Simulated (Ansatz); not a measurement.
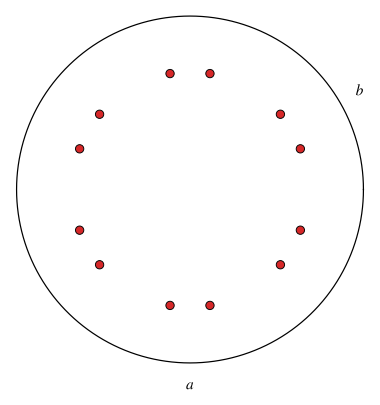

Stereographic projection: filled dots lie in the upper hemisphere, open rings in the lower. The c axis points at the viewer. The poles are all faces of one general form. Computed from the symmetry operations of a computed or model structure of composition AlN.

Question: Identify the point group and its elements.

Answer: 6mm (C6v), order 12, hexagonal system: one sixfold axis, six mirror planes.

Question: Can such a crystal be piezoelectric, pyroelectric or chiral?

Answer: It is not centrosymmetric; polar, so pyroelectricity and piezoelectricity are allowed; it is not chiral.
